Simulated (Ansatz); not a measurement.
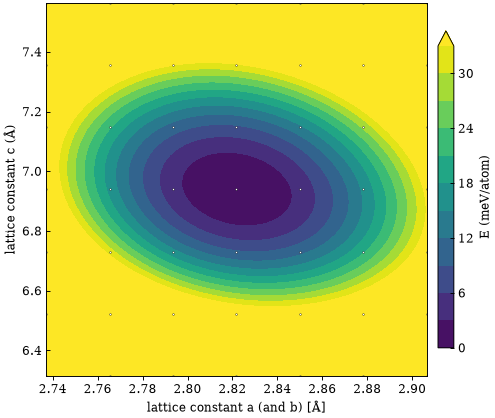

Al₂O₃ (P-6m2, No. 187; 5 atoms in the cell). 
- The energy is mapped over the lattice constants a and c of the conventional cell.
- The first coordinate is: lattice constant a (and b); the second: lattice constant c.
- Nothing is relaxed (fractional coordinates fixed).
- The grid has 7 × 7 points.
- All energies are given in meV/atom relative to the lowest grid point.
- Method: DFT LDA+D3(BJ), scalar-relativistic, plane waves, PAW (Ansatz). Settings: cutoff 520 eV, k-mesh 9×9×4 in the order of the run's cell vectors, gaussian smearing 0.05 eV, no spin polarisation.

In the figure: filled contours, dots at the grid points, one colour for all values above the top of the scale. Between grid points the surface is interpolated.

Q: Where is the minimum, and how stiff is the well along each coordinate?

A: The interpolated minimum is at lattice constant a (and b) ≈ 2.822 Å, lattice constant c ≈ 6.940 Å. The curvatures there are about 51 eV/Å² and 2 eV/Å², with a cross term of about 1.8 eV/Å² (per cell of 5 atoms). Round the minimum the valley is somewhat tilted: raising lattice constant a (and b) shifts the best value of lattice constant c downwards (coupling k₁₂/√(k₁₁k₂₂) about 0.2).

PAW datasets: the set soft_1.
